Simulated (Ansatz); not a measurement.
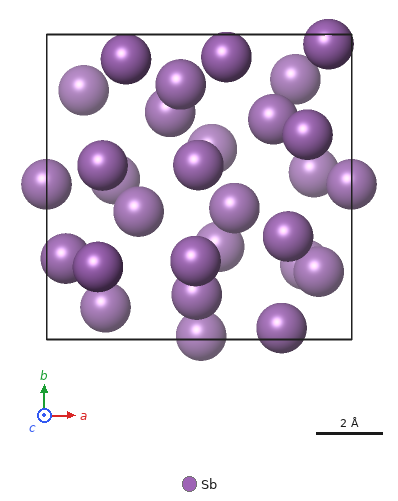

Starting frame of a dynamics run of Sb with an interstitial Sb (28 atoms in the cell). It starts from the last geometry of an earlier run, with fresh velocities. A spheres-only model of the simulation cell, seen along the c axis.

Level of theory: Ansatz, DFT PBEsol, scalar-relativistic, plane waves, PAW.

Input file:
```yaml
accuracy: low
crystal:
  lattice:
    - [9.250031, 0.0, 0.0]
    - [0.0, 9.250031, 0.0]
    - [0.0, 0.0, 9.250031]
  atoms:
    - { symbol: Sb, position: [0.26018434, -0.08086848, -0.09207815] }
    - { symbol: Sb, position: [-0.18429591, -0.14687755, 0.22008525] }
    - { symbol: Sb, position: [-0.22961544, 0.03747501, 0.62357937] }
    - { symbol: Sb, position: [-0.15182169, 0.24534912, 0.03343091] }
    - { symbol: Sb, position: [-0.10780856, 0.22251925, 0.34273808] }
    - { symbol: Sb, position: [0.18328811, 0.57047964, 0.80724481] }
    - { symbol: Sb, position: [0.22360618, 0.52584403, 0.11074074] }
    - { symbol: Sb, position: [-0.00044849, 0.50880775, 0.42028355] }
    - { symbol: Sb, position: [-0.38421908, 0.43080158, 0.4196293] }
    - { symbol: Sb, position: [0.50649977, 0.01278406, 0.18904944] }
    - { symbol: Sb, position: [0.12147645, -0.18313702, 0.16794323] }
    - { symbol: Sb, position: [0.06295644, 0.2654173, 0.62532387] }
    - { symbol: Sb, position: [0.16815358, 0.23774435, 0.00358726] }
    - { symbol: Sb, position: [0.19305793, 0.1057104, 0.30895227] }
    - { symbol: Sb, position: [0.49765624, 0.57187869, 0.73297474] }
    - { symbol: Sb, position: [0.54182532, 0.62413225, 0.07554618] }
    - { symbol: Sb, position: [0.40496895, 0.74617298, 0.36012396] }
    - { symbol: Sb, position: [0.43960856, 0.83617563, 0.63708584] }
    - { symbol: Sb, position: [0.92418971, -0.03161769, -0.07596107] }
    - { symbol: Sb, position: [0.49220339, 0.14729505, 0.53703] }
    - { symbol: Sb, position: [0.48827935, 0.2571707, 0.81402721] }
    - { symbol: Sb, position: [0.5657359, 0.30423793, 0.10930224] }
    - { symbol: Sb, position: [0.30165424, 0.41945615, 0.40548016] }
    - { symbol: Sb, position: [0.79162949, 0.33770732, 0.72105864] }
    - { symbol: Sb, position: [0.85527238, 0.6715647, -0.16407578] }
    - { symbol: Sb, position: [0.8766502, 0.54864947, 0.10140596] }
    - { symbol: Sb, position: [0.74341213, 0.7221939, 0.50577636] }
    - { symbol: Sb, position: [0.58949011, 0.92596784, 0.88634883] }
basis:
  ecutwfc: 420.0
kpoints:
  mp_grid: { grid: [1, 1, 1] }
hamiltonian:
  xc: pbesol
scf:
  occupations: { method: fermi_dirac, width: 0.15 }
  lower_state_search: "off"
md:
  timestep: 3
  n_steps: 300
  ensemble: nvt_langevin
  temperature: 840.0
  initial_velocities: maxwell_boltzmann
  seed: 363881
  friction: 0.05
```

Launched with:
```bash
ansatz run input.yaml --threads 4 --pin off --max-ram 10240MiB --backend cpu --events-out ev --progress --plain --runs-dir out
```

Question: What does the trajectory do?

Answer: Over the second half the temperature averages 819 K (spread ±109 K). The potential energy in the second half lies on average 75.7 meV per atom below the first frame. In the second half of the run the atoms are, in the root-mean-square, this far from where they began (common drift taken out): Sb 0.44 Å. That is small against the typical shortest distance between atoms in the first frame, about 2.9 Å: the atoms vibrate about their sites and the arrangement holds.

Along the run (each row but the first and the last is the mean over the interval that it begins):

| time (fs) | potential energy (meV/atom) | T (K) |
| --- | --- | --- |
| 0.0 | 0.0 | 810 |
| 111.0 | -22.2 | 920 |
| 222.0 | -53.0 | 832 |
| 333.0 | -58.8 | 766 |
| 444.0 | -71.8 | 802 |
| 555.0 | -81.6 | 817 |
| 666.0 | -76.6 | 817 |
| 777.0 | -69.2 | 804 |
| 888.0 | -95.4 | 948 |

The paths of the atoms:

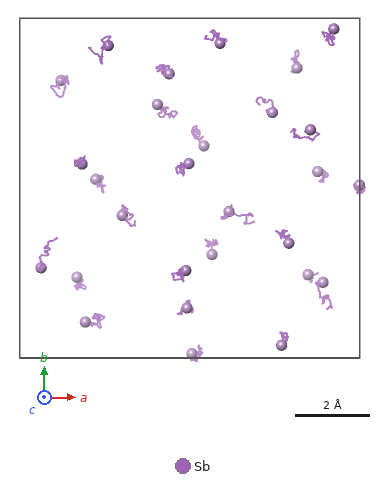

Limits of the set-up: the program's low-accuracy preset was used.

Cost: 9.2 min on 4 threads of INTEL(R) XEON(R) PLATINUM 8581C CPU @ 2.30GHz (Emerald Rapids) (shared host), peak memory 1 GiB.
